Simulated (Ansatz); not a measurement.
Geometry relaxation, with input and output: Ga3H2N3 (part 1 of 3)

- system: Ga3H2N3 (slab, 32 atoms in the cell)
- method: DFT PBE+D3(BJ), scalar-relativistic, plane waves, PAW, no spin polarisation (Ansatz 0.2.0)

The structure derives from an entry of the Crystallography Open Database. The input holds or restrains some coordinates. Forces given for the steps count only the free coordinates. It belongs to a series of runs on one base structure; here: clean slab, lower planes held.

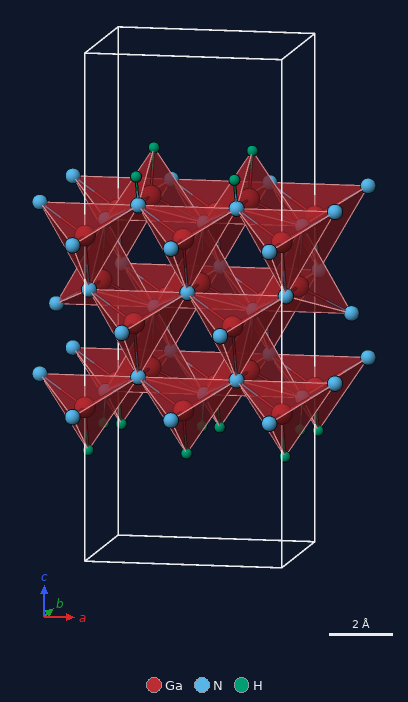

The input geometry (polyhedral view of the cell of the calculation, with the vacuum cut short, seen slightly off an axis; polyhedra are completed across the faces of the cell). An atom can appear more than once, as a periodic image.

### Input file
```yaml
crystal:
  lattice:
    - [6.3931260411, 0.0, 0.0]
    - [0.0, 5.20857103, 0.0]
    - [0.0, 0.0, 25.3869746615]
  atoms:
    - { symbol: Ga, position: [0.5, 0.0008110332, 0.3727816546] }
    - { symbol: Ga, position: [0.0, 0.0008110332, 0.3727816546] }
    - { symbol: "N", position: [0.5, 0.6241889668, 0.3727816546] }
    - { symbol: "N", position: [0.0, 0.6241889668, 0.3727816546] }
    - { symbol: Ga, position: [0.75, 0.5008110332, 0.4091297533] }
    - { symbol: Ga, position: [0.25, 0.5008110332, 0.4091297533] }
    - { symbol: "N", position: [0.75, 0.1241889668, 0.4091297533] }
    - { symbol: "N", position: [0.25, 0.1241889668, 0.4091297533] }
    - { symbol: Ga, position: [0.75, 0.0008110332, 0.4818259507] }
    - { symbol: Ga, position: [0.25, 0.0008110332, 0.4818259507] }
    - { symbol: "N", position: [0.75, 0.6241889668, 0.4818259507] }
    - { symbol: "N", position: [0.25, 0.6241889668, 0.4818259507] }
    - { symbol: Ga, position: [0.0, 0.5008110332, 0.5181740493] }
    - { symbol: Ga, position: [0.5, 0.5008110332, 0.5181740493] }
    - { symbol: "N", position: [0.0, 0.1241889668, 0.5181740493] }
    - { symbol: "N", position: [0.5, 0.1241889668, 0.5181740493] }
    - { symbol: Ga, position: [0.0, 0.0008110332, 0.5908702467] }
    - { symbol: Ga, position: [0.5, 0.0008110332, 0.5908702467] }
    - { symbol: "N", position: [0.0, 0.6241889668, 0.5908702467] }
    - { symbol: "N", position: [0.5, 0.6241889668, 0.5908702467] }
    - { symbol: Ga, position: [0.25, 0.5008110332, 0.6272183454] }
    - { symbol: Ga, position: [0.75, 0.5008110332, 0.6272183454] }
    - { symbol: "N", position: [0.25, 0.1241889668, 0.6272183454] }
    - { symbol: "N", position: [0.75, 0.1241889668, 0.6272183454] }
    - { symbol: H, position: [0.5, 0.0986689852, 0.3151222273] }
    - { symbol: H, position: [0.0, 0.0986689852, 0.3151222273] }
    - { symbol: H, position: [0.5, 0.5585294377, 0.3340940389] }
    - { symbol: H, position: [0.0, 0.5585294377, 0.3340940389] }
    - { symbol: H, position: [0.25, 0.5986689852, 0.6848777727] }
    - { symbol: H, position: [0.75, 0.5986689852, 0.6848777727] }
    - { symbol: H, position: [0.25, 0.0585294377, 0.6659059611] }
    - { symbol: H, position: [0.75, 0.0585294377, 0.6659059611] }
basis:
  ecutwfc: 420
kpoints:
  mp_grid: { grid: [3, 3, 1] }
hamiltonian:
  xc: pbe
  dispersion: d3bj
scf:
  occupations: { method: gaussian, width: 0.05 }
output:
  forces: true
  eigenvalues: true
  write_density: true
  write_potential: true
  elf: true
  volumetric_format: npy
relax:
  adjacent_minimum: "off"
  f_tol: 0.03
  max_steps: 70
  constraints: [{ sites: [0, 1, 2, 3, 4, 5, 6, 7, 8, 9, 10, 11] }]
efield:
  axis: 3
  dipole_correction: true
  ramp_width: 0.04
```

Machine: 4 threads of Arm Neoverse V1, 24 GiB of memory available, shared host.

Launched with:
```bash
ansatz run input.yaml --threads 4 --pin off --max-ram 10240MiB --backend cpu --events-out ev --progress --plain --runs-dir out
```

### The program's output
```
Engine: ansatz 0.2.0, aarch64-unknown-linux-gnu
Pseudopotentials: kind: paw
Pseudopotential: Ga, paw, valence charge 13, recommended cutoff 420 eV (normal), Ga.paw.azcp
Pseudopotential: N, paw, valence charge 5, recommended cutoff 420 eV (normal), N.paw.azcp
Pseudopotential: H, paw, valence charge 1, recommended cutoff 420 eV (normal), H.paw.azcp
Functional definition: PBE
  parameter kappa = 0.804
  parameter beta = 0.06672455060314922
  exchange = pbe_x(kappa = kappa, mu = beta*pi^2/3)
  correlation = pbe_c(beta = beta)
Crystal: 32 atoms, lattice volume = 845.362 Å³
Basis set: ecut = 420 eV, 16569 PW (Γ), exchange–correlation on 90×72×360 points (8 copies of the dense FFT grid, shifted against one another)
Bands: 144, of which v1, the nominal top of the filled ones, is band 112 counted from 1 (111 counted from 0)
Symmetry: 4 space group operations
k-points: 4 of 9 (time reversal used)
Non-local potential: Ga, projectors of the file, l = 0: 2, l = 1: 2, l = 2: 3, l = 3: 1
Non-local potential: N, projectors of the file, l = 0: 2, l = 1: 2, l = 2: 1
Non-local potential: H, projectors of the file, l = 0: 2, l = 1: 1
PAW form: soft (Blöchl's): semilocal exchange-correlation on the pseudo side does not see the compensation charge
PAW one-centre angular grid: Ga, 590 points (default); XC on 64 Gauss nodes
PAW one-centre angular grid: N, 110 points (default); XC on 64 Gauss nodes
PAW one-centre angular grid: H, 110 points (default); XC on 64 Gauss nodes
Initial density: superposition of atomic densities (neutral atoms: chi_scale 0, normalization atom), corrected by the library's trained network
Initial wavefunctions: pseudopotential atomic-orbital guess
Functional: x = pbe(κ = 0.804, μ = 0.2195149727645171), c = pbe(β = 0.06672455060314922)
SCF iter   1: F=—  HF=-50146.811857 eV  |F-HF|=—  |Δ(HF+E_count)|=         —  Δρ=1.43e-3  dr2=4.18e-2  ethr=1.77e-3  p=-0.000 e·Å  D=-4.22e-14 V/Å  ΔV_dip=0.00 eV  dr2_dipole=2.20e-8  V_vac-E_F(+/−)=4.32/4.32 eV  ⟨swp⟩=6.8  Hψ=2461  notcnv=0  defer=48
efield: sawtooth ramp at fractional position 0.9800 (placed from the atoms, in the widest stretch of the axis that holds none; the zero of the levels goes with the place), width 0.0400; the density the first Hamiltonian is built on has a dipole p = -0.000 e·Å; the dipole correction subtracts the counter field D = -4.22e-14 V/Å, which shifts the + side's vacuum level by +0.00 eV against the − side's; the planar-averaged density in the ramp window peaks in size at 1.1e-5 e/Å³
preconditioner: auto → Resta (q_TF=auto, 2.187 Å⁻¹)  ε∞=2.4  [insulator: Δε(μ)=3.039 eV  Ē_g=16.307 eV  σ=0.050 eV  W_gap=1.00  n_scr=142 (ndim 8)  ℏωp=19.1 eV  f_vac=0.592  D(μ)=0.00/eV (n_scr^D=0)  ε∞_Penn≈2.4  vacuum switching on, ρ_ref=1.9e-2 e/Å³]
SCF iter   2: F=—  HF=-50146.813243 eV  |F-HF|=—  |Δ(HF+E_count)|=   1.39e-3  Δρ=7.69e-4  dr2=3.69e-3  ethr=1.87e-5  p=-0.000 e·Å  D=-2.19e-5 V/Å  ΔV_dip=0.00 eV  dr2_dipole=2.31e-8  V_vac-E_F(+/−)=4.47/4.47 eV  ⟨swp⟩=2.0  Hψ=1127  notcnv=0  defer=95
SCF iter   3: F=—  HF=-50146.814071 eV  |F-HF|=—  |Δ(HF+E_count)|=   8.28e-4  Δρ=3.06e-4  dr2=8.31e-4  ethr=1.65e-6  p=-0.000 e·Å  D=-1.07e-6 V/Å  ΔV_dip=0.00 eV  dr2_dipole=2.78e-11  V_vac-E_F(+/−)=4.47/4.47 eV  ⟨swp⟩=2.2  Hψ=923  notcnv=0  defer=95
SCF iter   4: F=—  HF=-50146.814810 eV  |F-HF|=—  |Δ(HF+E_count)|=   7.39e-4  Δρ=1.91e-4  dr2=2.87e-4  ethr=3.71e-7  p=0.000 e·Å  D=1.62e-7 V/Å  ΔV_dip=-0.00 eV  dr2_dipole=1.87e-12  V_vac-E_F(+/−)=4.47/4.47 eV  ⟨swp⟩=2.0  Hψ=926  notcnv=0  defer=95
SCF iter   5: F=—  HF=-50146.815069 eV  |F-HF|=—  |Δ(HF+E_count)|=   2.59e-4  Δρ=4.77e-5  dr2=1.90e-5  ethr=1.28e-7  p=-0.000 e·Å  D=-1.01e-6 V/Å  ΔV_dip=0.00 eV  dr2_dipole=6.48e-11  V_vac-E_F(+/−)=4.48/4.48 eV  ⟨swp⟩=2.2  Hψ=664  notcnv=0  defer=97
SCF iter   6: F=-50146.815090 eV  HF=-50146.815089 eV  |F-HF|=8.71e-7  |Δ(HF+E_count)|=   2.02e-5  Δρ=1.65e-5  dr2=2.29e-6  ethr=8.49e-9  p=0.000 e·Å  D=1.36e-7 V/Å  ΔV_dip=-0.00 eV  dr2_dipole=2.55e-12  V_vac-E_F(+/−)=4.48/4.48 eV  ⟨swp⟩=25.8  Hψ=6840  notcnv=0
SCF 1 converged in 6 iterations: F = -50146.815090 eV  dr2 = 2.29e-6
  greatest PAW one-centre occupation: 0.995 electrons in one spin orbital (limit 2), on the Ga atom at site 5 (counted from 0), in its partial waves of l = 2
relax step   1: F+E_penalty+E_count = -50146.81509028 eV  Δ(F+E_penalty+E_count) = +0.000e0 eV  max|allowed force component| = 6.839e-1 eV/Å  Δτ_max = 0.0000 Å  (6 SCF iters, dr2 threshold 2.25e-5 eV, accepted)
Initial density: handed on by an earlier stage of this run
Initial wavefunctions: those handed on with the density
iter 1 solved again at ethr=9.22e-5 eV; its pass at ethr=3.10e-3 eV (dr2=2.07e-1 eV) is discarded
SCF iter   1: F=—  HF=-50147.055149 eV  |F-HF|=—  |Δ(HF+E_count)|=         —  Δρ=6.10e-3  dr2=2.13e-1  ethr=9.22e-5  p=-0.000 e·Å  D=-1.26e-6 V/Å  ΔV_dip=0.00 eV  dr2_dipole=4.98e-3  V_vac-E_F(+/−)=4.47/4.47 eV  ⟨swp⟩=1.2  Hψ=2061  notcnv=0  defer=104
efield: sawtooth ramp at fractional position 0.9800 (handed on by an earlier solve), width 0.0400; the density the first Hamiltonian is built on has a dipole p = -0.000 e·Å; the dipole correction subtracts the counter field D = -1.26e-6 V/Å, which shifts the + side's vacuum level by +0.00 eV against the − side's; the planar-averaged density in the ramp window peaks in size at 5.8e-6 e/Å³
preconditioner: auto → Resta (q_TF=auto, 2.187 Å⁻¹)  ε∞=2.4  [insulator: Δε(μ)=3.027 eV  Ē_g=16.297 eV  σ=0.050 eV  W_gap=1.00  n_scr=142 (ndim 8)  ℏωp=19.1 eV  f_vac=0.591  D(μ)=0.00/eV (n_scr^D=0)  ε∞_Penn≈2.4  vacuum switching on, ρ_ref=1.9e-2 e/Å³]
SCF iter   2: F=—  HF=-50147.005895 eV  |F-HF|=—  |Δ(HF+E_count)|=   4.93e-2  Δρ=3.07e-3  dr2=3.75e-2  ethr=9.22e-5  p=0.047 e·Å  D=1.01e-2 V/Å  ΔV_dip=-0.26 eV  dr2_dipole=2.20e-5  V_vac-E_F(+/−)=4.29/4.55 eV  ⟨swp⟩=2.8  Hψ=935  notcnv=0  defer=104
SCF iter   3: F=—  HF=-50146.999633 eV  |F-HF|=—  |Δ(HF+E_count)|=   6.26e-3  Δρ=1.02e-3  dr2=8.29e-3  ethr=1.67e-5  p=0.036 e·Å  D=7.81e-3 V/Å  ΔV_dip=-0.20 eV  dr2_dipole=2.69e-4  V_vac-E_F(+/−)=4.34/4.54 eV  ⟨swp⟩=2.0  Hψ=930  notcnv=0  defer=104
SCF iter   4: F=—  HF=-50146.997952 eV  |F-HF|=—  |Δ(HF+E_count)|=   1.68e-3  Δρ=2.59e-4  dr2=4.94e-4  ethr=3.70e-6  p=0.047 e·Å  D=9.97e-3 V/Å  ΔV_dip=-0.25 eV  dr2_dipole=4.30e-6  V_vac-E_F(+/−)=4.31/4.56 eV  ⟨swp⟩=2.0  Hψ=1024  notcnv=0  defer=106
SCF iter   5: F=—  HF=-50146.997922 eV  |F-HF|=—  |Δ(HF+E_count)|=   3.02e-5  Δρ=8.84e-5  dr2=5.66e-5  ethr=2.21e-7  p=0.049 e·Å  D=1.06e-2 V/Å  ΔV_dip=-0.27 eV  dr2_dipole=7.90e-7  V_vac-E_F(+/−)=4.29/4.56 eV  ⟨swp⟩=2.5  Hψ=892  notcnv=0  defer=106
SCF iter   6: F=-50146.997930 eV  HF=-50146.997929 eV  |F-HF|=9.39e-7  |Δ(HF+E_count)|=   6.95e-6  Δρ=2.83e-5  dr2=5.22e-6  ethr=1.31e-8  p=0.049 e·Å  D=1.06e-2 V/Å  ΔV_dip=-0.27 eV  dr2_dipole=7.13e-9  V_vac-E_F(+/−)=4.29/4.56 eV  ⟨swp⟩=25.8  Hψ=6732  notcnv=0
SCF 2 converged in 6 iterations: F = -50146.997930 eV  dr2 = 5.22e-6
relax step   2: F+E_penalty+E_count = -50146.99792968 eV  Δ(F+E_penalty+E_count) = -1.828e-1 eV  max|allowed force component| = 2.158e-1 eV/Å  Δτ_max = 0.1226 Å  (6 SCF iters, dr2 threshold 2.92e-5 eV, accepted)
SCF iter   1: F=—  HF=-50147.006692 eV  |F-HF|=—  |Δ(HF+E_count)|=         —  Δρ=6.71e-4  dr2=3.75e-3  ethr=1.02e-5  p=0.049 e·Å  D=1.06e-2 V/Å  ΔV_dip=-0.27 eV  dr2_dipole=4.46e-7  V_vac-E_F(+/−)=4.29/4.56 eV  ⟨swp⟩=2.0  Hψ=1165  notcnv=0  defer=107
efield: sawtooth ramp at fractional position 0.9800 (handed on by an earlier solve), width 0.0400; the density the first Hamiltonian is built on has a dipole p = 0.049 e·Å; the dipole correction subtracts the counter field D = 1.06e-2 V/Å, which shifts the + side's vacuum level by -0.27 eV against the − side's; the planar-averaged density in the ramp window peaks in size at 5.5e-6 e/Å³
preconditioner: auto → Resta (q_TF=auto, 2.187 Å⁻¹)  ε∞=2.4  [insulator: Δε(μ)=3.014 eV  Ē_g=16.301 eV  σ=0.050 eV  W_gap=1.00  n_scr=142 (ndim 8)  ℏωp=19.1 eV  f_vac=0.590  D(μ)=0.00/eV (n_scr^D=0)  ε∞_Penn≈2.4  vacuum switching on, ρ_ref=1.9e-2 e/Å³]
SCF iter   2: F=—  HF=-50147.005637 eV  |F-HF|=—  |Δ(HF+E_count)|=   1.06e-3  Δρ=3.02e-4  dr2=4.99e-4  ethr=1.67e-6  p=0.050 e·Å  D=1.08e-2 V/Å  ΔV_dip=-0.27 eV  dr2_dipole=2.87e-8  V_vac-E_F(+/−)=4.30/4.58 eV  ⟨swp⟩=2.0  Hψ=817  notcnv=0  defer=107
SCF iter   3: F=—  HF=-50147.005509 eV  |F-HF|=—  |Δ(HF+E_count)|=   1.28e-4  Δρ=1.15e-4  dr2=9.58e-5  ethr=2.23e-7  p=0.051 e·Å  D=1.09e-2 V/Å  ΔV_dip=-0.28 eV  dr2_dipole=6.23e-7  V_vac-E_F(+/−)=4.30/4.58 eV  ⟨swp⟩=2.0  Hψ=917  notcnv=0  defer=107
SCF iter   4: F=—  HF=-50147.005491 eV  |F-HF|=—  |Δ(HF+E_count)|=   1.82e-5  Δρ=3.52e-5  dr2=6.81e-6  ethr=4.28e-8  p=0.051 e·Å  D=1.10e-2 V/Å  ΔV_dip=-0.28 eV  dr2_dipole=1.08e-10  V_vac-E_F(+/−)=4.30/4.58 eV  ⟨swp⟩=2.0  Hψ=917  notcnv=0  defer=107
SCF iter   5: F=-50147.005491 eV  HF=-50147.005491 eV  |F-HF|=3.31e-7  |Δ(HF+E_count)|=   5.75e-7  Δρ=1.02e-5  dr2=7.93e-7  ethr=1.30e-9  p=0.052 e·Å  D=1.10e-2 V/Å  ΔV_dip=-0.28 eV  dr2_dipole=5.98e-10  V_vac-E_F(+/−)=4.30/4.58 eV  ⟨swp⟩=21.0  Hψ=6323  notcnv=0
SCF 3 converged in 5 iterations: F = -50147.005491 eV  dr2 = 7.93e-7
relax step   3: F+E_penalty+E_count = -50147.00549083 eV  Δ(F+E_penalty+E_count) = -7.561e-3 eV  max|allowed force component| = 5.495e-2 eV/Å  Δτ_max = 0.0113 Å  (5 SCF iters, dr2 threshold 2.91e-6 eV, accepted)
SCF iter   1: F=—  HF=-50147.006281 eV  |F-HF|=—  |Δ(HF+E_count)|=         —  Δρ=3.18e-4  dr2=6.27e-4  ethr=4.54e-6  p=0.052 e·Å  D=1.10e-2 V/Å  ΔV_dip=-0.28 eV  dr2_dipole=4.36e-6  V_vac-E_F(+/−)=4.30/4.58 eV  ⟨swp⟩=2.0  Hψ=1164  notcnv=0  defer=103
efield: sawtooth ramp at fractional position 0.9800 (handed on by an earlier solve), width 0.0400; the density the first Hamiltonian is built on has a dipole p = 0.052 e·Å; the dipole correction subtracts the counter field D = 1.10e-2 V/Å, which shifts the + side's vacuum level by -0.28 eV against the − side's; the planar-averaged density in the ramp window peaks in size at 5.6e-6 e/Å³
preconditioner: auto → Resta (q_TF=auto, 2.187 Å⁻¹)  ε∞=2.4  [insulator: Δε(μ)=3.010 eV  Ē_g=16.306 eV  σ=0.050 eV  W_gap=1.00  n_scr=142 (ndim 8)  ℏωp=19.1 eV  f_vac=0.590  D(μ)=0.00/eV (n_scr^D=0)  ε∞_Penn≈2.4  vacuum switching on, ρ_ref=1.9e-2 e/Å³]
SCF iter   2: F=—  HF=-50147.006139 eV  |F-HF|=—  |Δ(HF+E_count)|=   1.42e-4  Δρ=1.47e-4  dr2=1.13e-4  ethr=2.80e-7  p=0.050 e·Å  D=1.08e-2 V/Å  ΔV_dip=-0.27 eV  dr2_dipole=1.13e-6  V_vac-E_F(+/−)=4.31/4.58 eV  ⟨swp⟩=2.0  Hψ=794  notcnv=0  defer=103
SCF iter   3: F=—  HF=-50147.006123 eV  |F-HF|=—  |Δ(HF+E_count)|=   1.58e-5  Δρ=6.12e-5  dr2=3.35e-5  ethr=5.02e-8  p=0.052 e·Å  D=1.12e-2 V/Å  ΔV_dip=-0.28 eV  dr2_dipole=8.74e-7  V_vac-E_F(+/−)=4.30/4.58 eV  ⟨swp⟩=2.0  Hψ=915  notcnv=0  defer=103
SCF iter   4: F=—  HF=-50147.006104 eV  |F-HF|=—  |Δ(HF+E_count)|=   1.89e-5  Δρ=1.47e-5  dr2=1.65e-6  ethr=1.50e-8  p=0.052 e·Å  D=1.11e-2 V/Å  ΔV_dip=-0.28 eV  dr2_dipole=3.02e-9  V_vac-E_F(+/−)=4.30/4.58 eV  ⟨swp⟩=2.0  Hψ=844  notcnv=0  defer=103
SCF iter   5: F=—  HF=-50147.006105 eV  |F-HF|=—  |Δ(HF+E_count)|=   1.59e-7  Δρ=5.99e-6  dr2=3.30e-7  ethr=7.38e-10  p=0.052 e·Å  D=1.11e-2 V/Å  ΔV_dip=-0.28 eV  dr2_dipole=1.51e-8  V_vac-E_F(+/−)=4.30/4.58 eV  ⟨swp⟩=3.0  Hψ=973  notcnv=0  defer=103
SCF iter   6: F=-50147.006104 eV  HF=-50147.006104 eV  |F-HF|=4.78e-9  |Δ(HF+E_count)|=   2.38e-8  Δρ=1.62e-6  dr2=1.52e-8  ethr=4.46e-11  p=0.052 e·Å  D=1.11e-2 V/Å  ΔV_dip=-0.28 eV  dr2_dipole=1.49e-13  V_vac-E_F(+/−)=4.30/4.58 eV  ⟨swp⟩=17.2  Hψ=4819  notcnv=0
SCF 4 converged in 6 iterations: F = -50147.006104 eV  dr2 = 1.52e-8
relax step   4: F+E_penalty+E_count = -50147.00610449 eV  Δ(F+E_penalty+E_count) = -6.137e-4 eV  max|allowed force component| = 2.480e-2 eV/Å  Δτ_max = 0.0058 Å  (6 SCF iters, accepted)
```

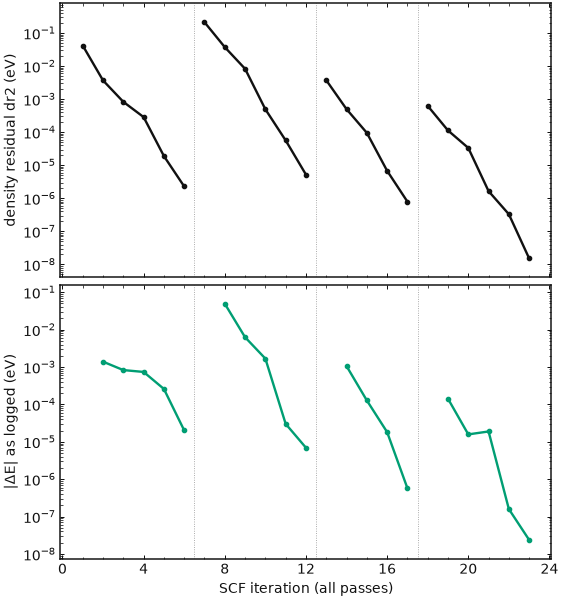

Convergence of the self-consistent field: density residual dr2 and size of the energy change against the SCF iteration. The dotted lines part the SCF passes of the relaxation: geometry steps, rejected trials and re-solves on a re-selected basis. The passes take 6, 6, 5 and 6 iterations.
